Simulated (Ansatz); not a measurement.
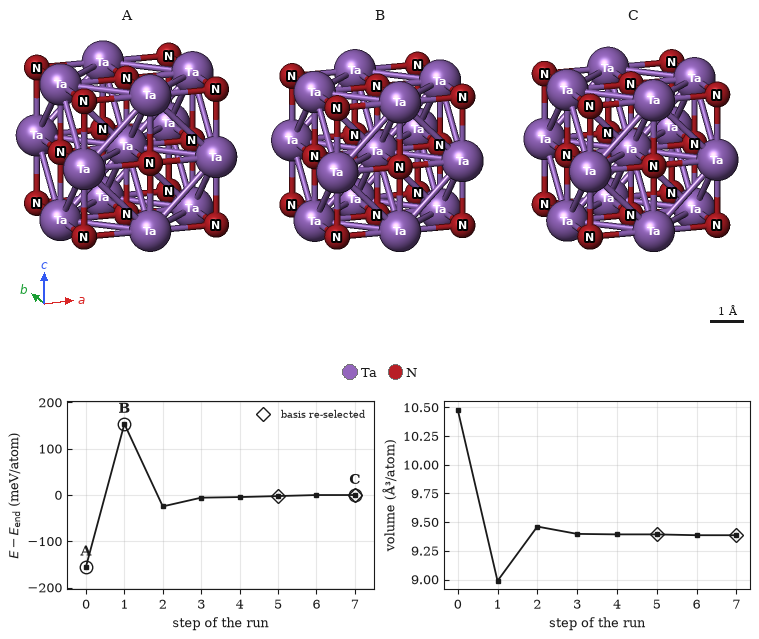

Frames of a relaxation of crystalline TaN (set up in Fm-3m), marked on the history of the run. The picture is a ball-and-stick view of the conventional cell (4 times the calculation's cell), seen slightly off an axis. Lengths and directions refer to the drawn axes.

Case: relaxed at 50 GPa.

The calculation used DFT PBEsol, scalar-relativistic, plane waves, PAW (Ansatz).

Input file:
```yaml
crystal:
  lattice:
    - [0.0, 2.1884211797, 2.1884211797]
    - [2.1884211797, 0.0, 2.1884211797]
    - [2.1884211797, 2.1884211797, 0.0]
  atoms:
    - { symbol: Ta, position: [0.5, 0.5, 0.5] }
    - { symbol: "N", position: [0.0, 0.0, 0.0] }
basis:
  ecutwfc: 420
kpoints:
  mp_grid: { grid: [16, 16, 16] }
hamiltonian:
  xc: pbesol
scf:
  occupations: { method: fermi_dirac, width: 0.15 }
output:
  forces: true
  stress: true
  eigenvalues: true
relax:
  adjacent_minimum: "off"
  f_tol: 0.001
  max_steps: 60
  cell: { stress_tol: 0.02, p_target: 50.0 }
```

Launched with:
```bash
ansatz run input.yaml --threads 1 --pin off --max-ram 3072MiB --backend cpu --events-out ev --progress --plain --runs-dir out
```

Describe the path.

Answer. Over 5 accepted moves (7 points after the start) the energy rises by 155 meV per atom. With the target pressure of 50 GPa, the enthalpy E + pV changes by −187 meV per atom. All forces vanish by symmetry, so only the cell relaxes. Pressure: 0.00 GPa at the start and 50.00 GPa at the end. At 2 points the geometry stayed and the basis and grid were re-selected for the new cell (energy shift of 2.2 meV per atom at most each time). No atom moves by more than 0.005 Å relative to the cell. The drawn cell changes as follows: a = b = c 4.377 → 4.219 Å (−3.6 %); the volume changes by −10.4 %. Among the contacts that change: Ta1–Ta1 3.095 → 2.983 Å, Ta1–N2 2.188 → 2.109 Å. The space group stays Fm-3m (No. 225). From step 0 to 1: volume −14.2 %, energy +308 meV per atom. From step 1 to 7: volume +4.4 %, energy −154 meV per atom.
